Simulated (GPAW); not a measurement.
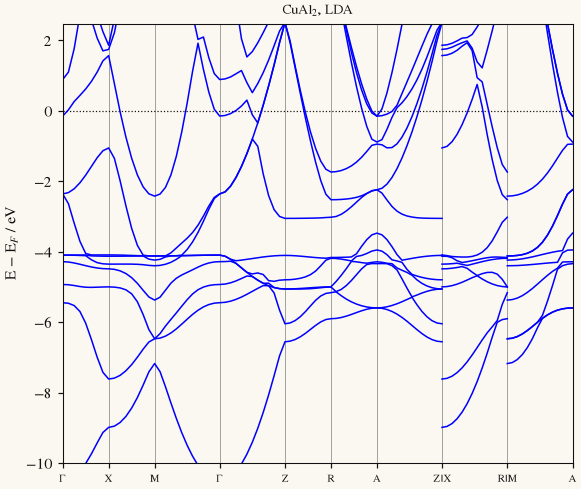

Band structure of CuAl2, space group P4/mmm, 3 atoms in the cell (a = 4.105 Å, c = 2.891 Å (tetragonal axes)). Level of theory: LDA, the program's PAW data sets (release 1.2.1) made for this functional, no spin polarisation, no spin-orbit coupling, 7×7×9 k mesh, 600 eV cutoff, Fermi-Dirac smearing of 0.05 eV; code GPAW. Energies are counted from the Fermi level.

A metal: 5 bands cross the Fermi level along this path. Bands cross the Fermi level on every line of the path.

The cell is at −5 GPa in this functional. The cell comes from a database of computed structures, and whether it is the stable form of this composition wasn't checked. Bands are joined in order of energy, so crossings between the computed points show as kinks or gaps.
